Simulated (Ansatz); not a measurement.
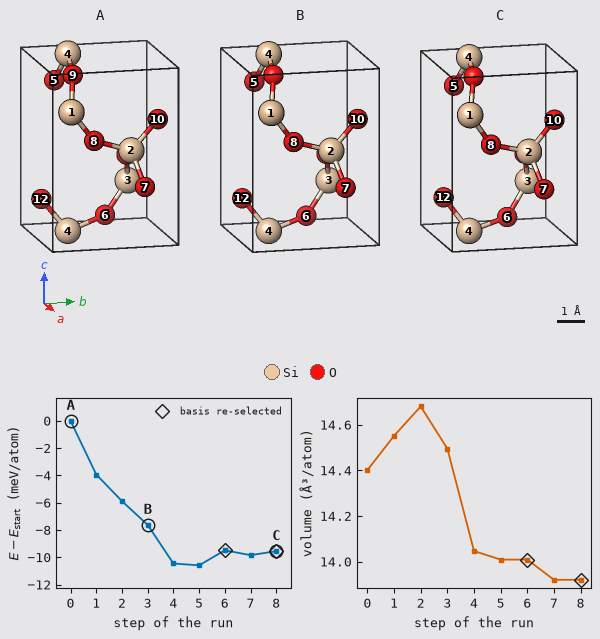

Frames of a relaxation of solid SiO$_{2}$ (set up in P4_12_12), marked on the history of the run. Style: ball-and-stick. Shown: the cell of the calculation, slightly off an axis.

The run lets cell and atoms move.

Computed with Kohn-Sham DFT of a periodic cell, PBE with D3(BJ), Ansatz PAW (Ansatz).

Input
```yaml
crystal:
  lattice:
    - [4.982, 0.0, 0.0]
    - [0.0, 4.982, 0.0]
    - [0.0, 0.0, 6.963]
  atoms:
    - { symbol: Si, position: [0.79897, 0.20103, 0.75] }
    - { symbol: Si, position: [0.70103, 0.70103, 0.5] }
    - { symbol: Si, position: [0.20103, 0.79897, 0.25] }
    - { symbol: Si, position: [0.29897, 0.29897, 0.0] }
    - { symbol: O, position: [0.10347, 0.23989, 0.82187] }
    - { symbol: O, position: [0.26011, 0.60347, 0.07187] }
    - { symbol: O, position: [0.89653, 0.76011, 0.32187] }
    - { symbol: O, position: [0.73989, 0.39653, 0.57187] }
    - { symbol: O, position: [0.60347, 0.26011, 0.92813] }
    - { symbol: O, position: [0.76011, 0.89653, 0.67813] }
    - { symbol: O, position: [0.39653, 0.73989, 0.42813] }
    - { symbol: O, position: [0.23989, 0.10347, 0.17813] }
hamiltonian:
  xc: pbe
  pseudopotentials: { kind: paw }
  dispersion: d3bj
kpoints:
  mp_grid: { grid: [6, 6, 4] }
scf:
  occupations: { method: fermi_dirac, width: 0.05 }
output:
  forces: true
  stress: true
  eigenvalues: true
relax:
  f_tol: 0.01
  max_steps: 40
  cell: { stress_tol: 0.05 }
```

Run as
```bash
ansatz run input.yaml --threads 4 --pin off --max-ram 11264MiB --backend cpu --events-out ev --progress --plain --runs-dir out
```

Question: Describe the path.

Answer: The largest moves relative to the cell, 0.13 Å, are those of O atoms. By element the largest moves are O 0.13 Å, Si 0.07 Å. The drawn cell changes as follows: a = b 4.982 → 4.947 Å (−0.7 %), c 6.963 → 6.826 Å (−2.0 %); the volume changes by −3.3 %. Among the contacts that change: O–Si 1.604 → 1.626 Å. Bond angles that change, for instance: Si–O–Si 146.6° → 140.6°. The space group stays P4_12_12 (No. 92). Over 6 accepted moves (8 points after the start) the energy falls by 9.5 meV per atom. The largest force component goes from 0.39 to 0.0021 eV/Å. Pressure: 4.79 GPa at the start and −0.03 GPa at the end. At 2 points the geometry stayed and the basis and grid were re-selected for the new cell (energy shift of 1.1 meV per atom at most each time). Cost: 63 s on 4 threads of Arm Neoverse V1 (shared host), peak memory 0.59 GiB. From step 0 to 3: O atoms move most (0.05 Å), volume +0.6 %, energy −7.6 meV per atom. From step 3 to 8: O atoms move most (0.08 Å), volume −4.0 %, energy −1.9 meV per atom.
